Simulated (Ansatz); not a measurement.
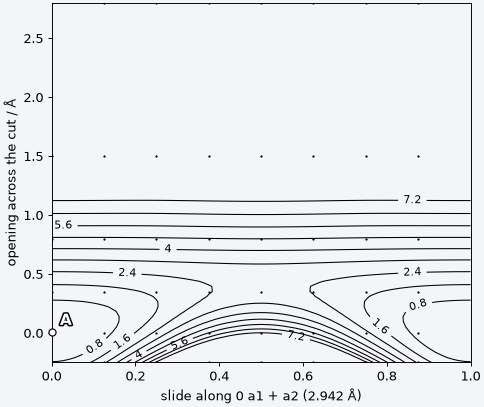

MgO (Fm-3m, No. 225; 12 atoms in the cell). 
- Rigid slide and opening across a plane, one cut a cell; the plane is (1 1 1) of the conventional cell, and the faces at the cut hold O and Mg.
- First axis: slide along 0 a1 + a2 (2.942 Å). Second axis: opening across the cut.
- Nothing is relaxed (rigid halves).
- Grid: 8 × 6 points; 30 points were computed and 18 follow by symmetry.
- Points are written as (first, second).
- Energies are in J/m², from the lowest grid point.
- The band gap closes in part of the range.
- Method: DFT LDA, scalar-relativistic, plane waves, PAW in Ansatz. Settings: cutoff 520 eV, k-mesh 9×9×2 in the order of the run's cell vectors, gaussian smearing 0.05 eV, no spin polarisation.

Drawn: contour lines labelled in J/m² (none above 7.2), dots at the grid points, the point A. Between grid points the surface is interpolated.

**What is the easiest way out of the well at A, and how high is the barrier?**

The easiest path leads from the well at (0.000, 0.00 Å) to its copy one period on. Its highest point lies about 2.6 J/m² above the bottom of the first well on the interpolated surface, at (0.500, 0.35 Å). The start is the relaxed structure and all else is held, so a fully relaxed path at this level can only be lower.

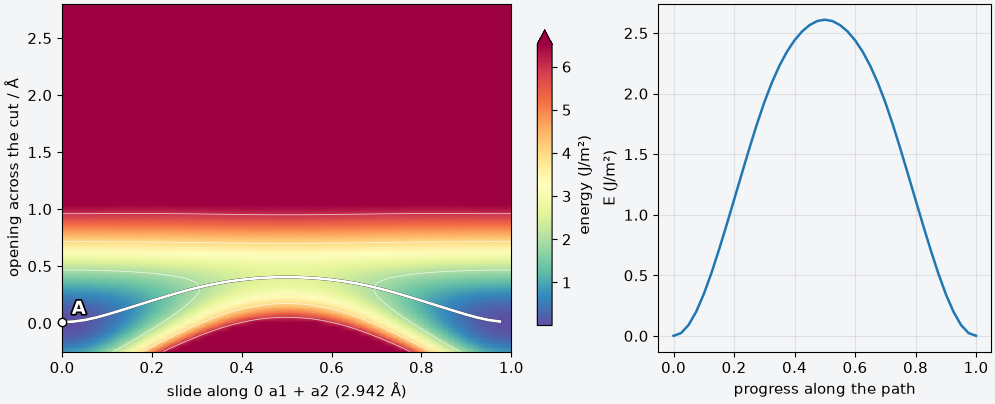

Drawn: a smooth colour map with a few white contour lines, a line along the lowest path, one colour for all values above the top of the scale, the energy along the path at the right. Between grid points the surface is interpolated.

PAW datasets: the set soft_1.
